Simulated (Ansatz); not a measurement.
**What a change does: geometry relaxation on CoO**

System: CoO (2 atoms in the cell).
Method of run A: Kohn-Sham DFT of a periodic cell, exchange-only PBE, Ansatz PAW, spin-polarised (Ansatz 0.2.0).

The structure derives from an entry of the Crystallography Open Database. Text and figures count atoms from 1; the logs count them from 0 in places.

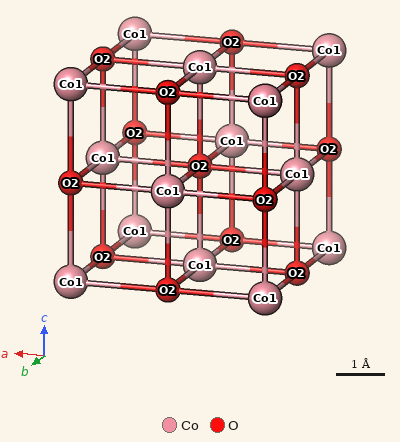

The input geometry (ball-and-stick view of the cell 4 times as large as that of the calculation, set on its symmetry axes, seen at an oblique angle; atoms are numbered from 1 in the order of the input). Near neighbours in the crystal (not all of them lie inside the picture): Co has 6 O at 2.13 Å; O has 6 Co at 2.13 Å.

**The input, run A**
```yaml
crystal:
  lattice:
    - [0.0, 2.1315, 2.1315]
    - [2.1315, 0.0, 2.1315]
    - [2.1315, 2.1315, 0.0]
  atoms:
    - { symbol: Co, position: [0.0, 0.0, 0.0], spin: 2.0 }
    - { symbol: O, position: [0.5, 0.5, 0.5] }
hamiltonian:
  xc: { exchange: pbe, correlation: none }
  pseudopotentials: { kind: paw }
magnetization:
  spin_polarized: true
kpoints:
  mp_grid: { grid: [11, 11, 11] }
scf:
  occupations: { method: fermi_dirac, width: 0.05 }
output:
  forces: true
  stress: true
relax:
  f_tol: 0.01
  max_steps: 40
  cell: { stress_tol: 0.05 }
```

Command:
```bash
ansatz run input.yaml --threads 2 --pin off --max-ram 5120MiB --backend cpu --events-out ev --progress --plain --runs-dir out
```

Hardware: 2 threads of Arm Neoverse V1, 24 GiB of memory available, shared host.

**Output, shortened to warnings, some set-up lines, iterations and results (run A)**
```
Basis set: ecut = 420 eV, 339 PW (Γ), exchange–correlation on 48×48×48 points (8 copies of the dense FFT grid, shifted against one another)
Symmetry: 48 space group operations
k-points: 56 of 1331
Initial density: superposition of atomic densities (chi_scale 0.1, normalization cell, long waves kept (reshape's long-wave potential 0.00 eV rms))
[...]
SCF iter   1: F=—  HF=-5649.243988 eV  |F-HF|=—  |Δ(HF+E_count)|=         —  Δρ=1.20e-1 (↑1.20e-1 ↓7.89e-2)  dr2=4.77e0  dr2_m=3.19e-1  M=2.261 μB ∫|m|=2.261 μB  β_m=0.30  …
SCF iter   2: F=—  HF=-5649.789662 eV  |F-HF|=—  |Δ(HF+E_count)|=   5.46e-1  Δρ=6.50e-2 (↑6.50e-2 ↓4.71e-2)  dr2=7.89e-1  dr2_m=3.20e-1  M=2.400 μB ∫|m|=2.400 μB  β_m=0.41  …
SCF iter   3: F=—  HF=-5650.176603 eV  |F-HF|=—  |Δ(HF+E_count)|=   3.87e-1  Δρ=3.35e-2 (↑3.30e-2 ↓3.35e-2)  dr2=1.30e-1  dr2_m=1.48e-1  M=2.516 μB ∫|m|=2.518 μB  β_m=0.62  …
SCF iter   4: F=—  HF=-5650.342684 eV  |F-HF|=—  |Δ(HF+E_count)|=         —  Δρ=4.56e-2 (↑3.45e-2 ↓4.56e-2)  dr2=1.26e-1  dr2_m=2.49e-1  M=2.978 μB ∫|m|=2.989 μB  β_m=0.62  …
SCF iter   5: F=—  HF=-5650.369839 eV  |F-HF|=—  |Δ(HF+E_count)|=   2.72e-2  Δρ=2.13e-2 (↑2.13e-2 ↓1.37e-2)  dr2=7.10e-2  dr2_m=2.95e-2  M=2.949 μB ∫|m|=2.963 μB  β_m=0.64  …
[... 76 lines ...]
SCF iter   6: F=—  HF=-5650.517715 eV  |F-HF|=—  |Δ(HF+E_count)|=   2.68e-8  Δρ=1.92e-6 (↑3.84e-7 ↓1.92e-6)  dr2=3.98e-10  dr2_m=2.32e-10  M=3.000 μB ∫|m|=3.023 μB  β_m=0.89  …
SCF iter   7: F=—  HF=-5650.517715 eV  |F-HF|=—  |Δ(HF+E_count)|=  5.85e-10  Δρ=3.43e-7 (↑1.55e-7 ↓3.43e-7)  dr2=9.74e-12  dr2_m=1.13e-11  M=3.000 μB ∫|m|=3.023 μB  β_m=0.94  …
SCF iter   8: F=-5650.517715 eV  HF=-5650.517715 eV  |F-HF|=1.82e-12  |Δ(HF+E_count)|=  3.82e-11  Δρ=6.41e-8 (↑6.09e-8 ↓6.41e-8)  dr2=2.70e-12  dr2_m=1.75e-13  M=3.000 μB …
SCF 9 converged in 8 iterations: F = -5650.517715 eV  dr2 = 2.70e-12
relax step   9: F+E_penalty+E_count = -5650.51771481 eV  Δ(F+E_penalty+E_count) = -1.260e-3 eV  max|allowed force component| = 7.363e-30 eV/Å  Δτ_max = 0.0000 Å  P = +0.025 …
basis re-selected at this cell: Δ(F+E_penalty+E_count) = -1.260e-3 eV, ΔP = +0.017 GPa vs the last step (what re-selecting the basis moved, of the pressure what is left beyond the Pulay correction that the steps carried, after the strain that the cell walked since its last selection, with what the …
SCF converged after 8 iterations
Magnetization: 3.0000 μB (13.0000 up, 10.0000 down)
Absolute magnetization: 3.0228 μB (∫|ρ↑−ρ↓|, with the PAW one-centre terms)
Spin contamination: 0.0070 ħ² per cell (⟨S²⟩ above its minimum at these occupations)
Per-site moments (μB) at R_I (Å): [(2.5844883620855073, 0.917472760399261), (0.3215302589211145, 0.917472760399261)]
Free energy (F): -5650.517715 eV
Harris-Foulkes:  -5650.517715 eV  (|F-HF|=1.82e-12)
Internal energy: -5650.479136 eV  (E = F + TS)
E sigma→0 (E₀):  -5650.498426 eV
Entropy (-TS):   -0.038579 eV (-19.289 meV/atom)
Fermi energy:    13.087910 eV
--- Per-component energies (eV) ---
  E_band       = -317.724732
  E_kinetic    = 613.732712
  E_local      = -3620.418343  (includes V_loc(G=0)·N_el)
  E_nonlocal   = 508.294843
  E_hartree    = 1482.237184
  E_xc         = -210.627440
  E_vxc        = -270.812902  (∫ρ·V_xc dr)
  E_paw        = -1652.157506  (= ΣΔE_a)
  E_vpaw       = -512.997859  (= ΣTr[D̂ρ^β])
  E_aug_tail   = 0.002439  (compensation charges beyond the density's cutoff)
  E_ewald      = -2771.559270
  E_core_change = 0.016246  (= ΣΔE_core)
  E_smearing   = -0.038579  (= −TS)
  E_closure    = 0.000000  (closes the sum)
  Σ components = -5650.517715   (vs F -5650.517715, Δ=0.00e0)
--- Forces (eV/Å), atoms counted from 1 ---
  atom   1  Co    -0.00000000     0.00000000    -0.00000000
  atom   2  O      0.00000000    -0.00000000     0.00000000
  max |Σ_I F_I| component: 1.26e-29 eV/Å
--- Stress (GPa, compression-positive) ---
        0.024788      -0.000000      -0.000000
       -0.000000       0.024788      -0.000000
       -0.000000      -0.000000       0.024788
  P = ⅓ Tr σ = 0.0248 GPa (0.248 kbar)
--- Relaxed structure (7 steps of the walk, 7 accepted, 2 SCFs on fresh bases) ---
  F+E_penalty+E_count = -5650.51771481 eV   max|allowed force component| = 7.363e-30 eV/Å   (the final SCF, on the basis selected at the relaxed cell)
  cell:  # Å, volume = 22.0058 Å³
    - [-1.4764636650680892e-33, 2.224176388846693, 2.224176388846693]
[...]
```

Run B used a changed input.

**The two runs side by side**

| quantity | run A | run B |
| --- | --- | --- |
| outcome | converged | converged |
| free energy per atom (eV) | −2825.2589 | −2849.3981 |
| energy per atom, smearing taken to zero (eV) | −2825.2492 | −2849.3896 |
| net moment of the cell (μB) | 3.00 | 2.98 |
| absolute moment of the cell (μB) | 3.02 | 3.00 |
| pressure (GPa) | 0.02 | 0.01 |
| volume per atom (Å³) | 11.00 | 9.93 |
| largest force (eV/Å) | 0.000 | 0.000 |
| SCF iterations | 68 | 46 |
| irreducible k-points | 56 | 56 |
| wall time (shared host) | 13 s | 8.9 s |

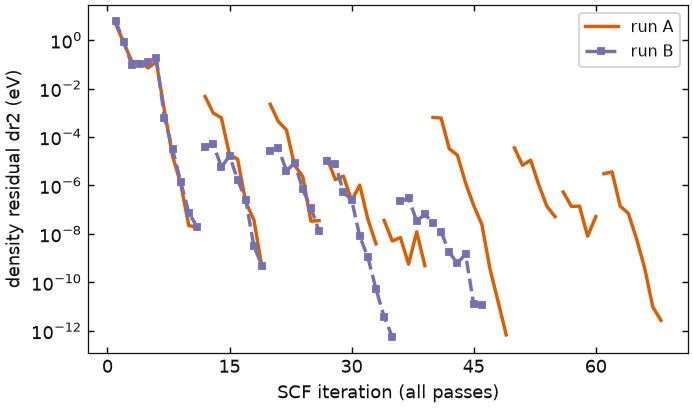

Convergence of the two runs: density residual dr2 against the SCF iteration. A break in a curve parts two SCF passes. Run A takes 68 iterations in all, and run B takes 46.

Which change of the input explains these differences?

The change (lines with − go, lines with + come):
```diff
-  xc: { exchange: pbe, correlation: none }
+  xc: rpbe
```

The total energies belong to different methods, so their difference says nothing on which is more stable or more accurate. The volume per atom goes from 11.00 to 9.93 Å³. The functional changes from one typed by its parts (see the input) to RPBE. The SCF takes 46 iterations over all geometry steps against 68. On the same kind of shared host run B took about 0.68 times as long.

**Output, shortened to warnings, some set-up lines, iterations and results (run B)**
```
Basis set: ecut = 420 eV, 339 PW (Γ), exchange–correlation on 48×48×48 points (8 copies of the dense FFT grid, shifted against one another)
Symmetry: 48 space group operations
k-points: 56 of 1331
Initial density: superposition of atomic densities (chi_scale 0.1, normalization cell, long waves kept (reshape's long-wave potential 0.00 eV rms))
[...]
SCF iter   1: F=—  HF=-5697.863028 eV  |F-HF|=—  |Δ(HF+E_count)|=         —  Δρ=1.22e-1 (↑1.22e-1 ↓9.66e-2)  dr2=6.21e0  dr2_m=1.98e-1  M=2.158 μB ∫|m|=2.158 μB  β_m=0.30  …
SCF iter   2: F=—  HF=-5698.297623 eV  |F-HF|=—  |Δ(HF+E_count)|=   4.35e-1  Δρ=5.89e-2 (↑5.89e-2 ↓4.58e-2)  dr2=8.54e-1  dr2_m=2.27e-1  M=2.301 μB ∫|m|=2.301 μB  β_m=0.38  …
SCF iter   3: F=—  HF=-5698.623133 eV  |F-HF|=—  |Δ(HF+E_count)|=   3.26e-1  Δρ=3.57e-2 (↑2.92e-2 ↓3.57e-2)  dr2=9.50e-2  dr2_m=1.34e-1  M=2.404 μB ∫|m|=2.406 μB  β_m=0.69  …
SCF iter   4: F=—  HF=-5698.791363 eV  |F-HF|=—  |Δ(HF+E_count)|=         —  Δρ=4.96e-2 (↑3.48e-2 ↓4.96e-2)  dr2=1.03e-1  dr2_m=2.91e-1  M=2.897 μB ∫|m|=2.907 μB  β_m=0.69  …
SCF iter   5: F=—  HF=-5698.815574 eV  |F-HF|=—  |Δ(HF+E_count)|=   2.42e-2  Δρ=2.20e-2 (↑2.20e-2 ↓1.37e-2)  dr2=1.23e-1  dr2_m=1.33e-2  M=2.835 μB ∫|m|=2.848 μB  β_m=0.68  …
[... 48 lines ...]
SCF iter   4: F=—  HF=-5698.796135 eV  |F-HF|=—  |Δ(HF+E_count)|=   5.05e-9  Δρ=3.08e-6 (↑3.08e-6 ↓8.30e-7)  dr2=1.46e-9  dr2_m=3.08e-10  M=2.981 μB ∫|m|=3.002 μB  β_m=0.63  …
SCF iter   5: F=—  HF=-5698.796135 eV  |F-HF|=—  |Δ(HF+E_count)|=  4.18e-11  Δρ=3.64e-7 (↑3.64e-7 ↓2.41e-7)  dr2=1.25e-11  dr2_m=1.03e-11  M=2.981 μB ∫|m|=3.002 μB  β_m=0.69  …
SCF iter   6: F=-5698.796135 eV  HF=-5698.796135 eV  |F-HF|=8.19e-12  |Δ(HF+E_count)|=  4.91e-11  Δρ=2.56e-7 (↑9.33e-8 ↓2.56e-7)  dr2=1.21e-11  dr2_m=2.57e-12  M=2.981 μB …
SCF 6 converged in 6 iterations: F = -5698.796135 eV  dr2 = 1.21e-11
relax step   6: F+E_penalty+E_count = -5698.79613459 eV  Δ(F+E_penalty+E_count) = -3.114e-5 eV  max|allowed force component| = 6.837e-30 eV/Å  Δτ_max = 0.0000 Å  P = +0.011 …
basis re-selected at this cell: Δ(F+E_penalty+E_count) = -3.114e-5 eV, ΔP = +0.005 GPa vs the last step (what re-selecting the basis moved, of the pressure what is left beyond the Pulay correction that the steps carried, after the strain that the cell walked since its last selection, with what the …
SCF converged after 6 iterations
Magnetization: 2.9810 μB (12.9905 up, 10.0095 down)
Absolute magnetization: 3.0015 μB (∫|ρ↑−ρ↓|, with the PAW one-centre terms)
Spin contamination: 0.0070 ħ² per cell (⟨S²⟩ above its minimum at these occupations)
Per-site moments (μB) at R_I (Å): [(2.5437261282608263, 0.886550481955149), (0.32906256916579, 0.886550481955149)]
Free energy (F): -5698.796135 eV
Harris-Foulkes:  -5698.796135 eV  (|F-HF|=8.19e-12)
Internal energy: -5698.762421 eV  (E = F + TS)
E sigma→0 (E₀):  -5698.779278 eV
Entropy (-TS):   -0.033713 eV (-16.857 meV/atom)
Fermi energy:    13.511858 eV
--- Per-component energies (eV) ---
  E_band       = -313.688271
  E_kinetic    = 616.604532
  E_local      = -3474.083492  (includes V_loc(G=0)·N_el)
  E_nonlocal   = 513.184472
  E_hartree    = 1426.237587
  E_xc         = -228.906382
  E_vxc        = -293.476810  (∫ρ·V_xc dr)
  E_paw        = -1683.504929  (= ΣΔE_a)
  E_vpaw       = -528.394270  (= ΣTr[D̂ρ^β])
  E_aug_tail   = 0.002386  (compensation charges beyond the density's cutoff)
  E_ewald      = -2868.229374
  E_core_change = -0.067221  (= ΣΔE_core)
  E_smearing   = -0.033713  (= −TS)
  E_closure    = 0.000000  (closes the sum)
  Σ components = -5698.796135   (vs F -5698.796135, Δ=0.00e0)
--- Forces (eV/Å), atoms counted from 1 ---
  atom   1  Co    -0.00000000     0.00000000     0.00000000
  atom   2  O      0.00000000     0.00000000     0.00000000
  max |Σ_I F_I| component: 1.16e-29 eV/Å
--- Stress (GPa, compression-positive) ---
        0.010746       0.000000      -0.000000
        0.000000       0.010746      -0.000000
       -0.000000       0.000000       0.010746
  P = ⅓ Tr σ = 0.0107 GPa (0.107 kbar)
--- Relaxed structure (4 steps of the walk, 4 accepted, 2 SCFs on fresh bases) ---
  F+E_penalty+E_count = -5698.79613459 eV   max|allowed force component| = 6.837e-30 eV/Å   (the final SCF, on the basis selected at the relaxed cell)
  cell:  # Å, volume = 19.8549 Å³
    - [7.165366921259423e-35, 2.14921328958824, 2.14921328958824]
[...]
```

For both runs: Points of doubt noted for this run: forces on files of another functional.
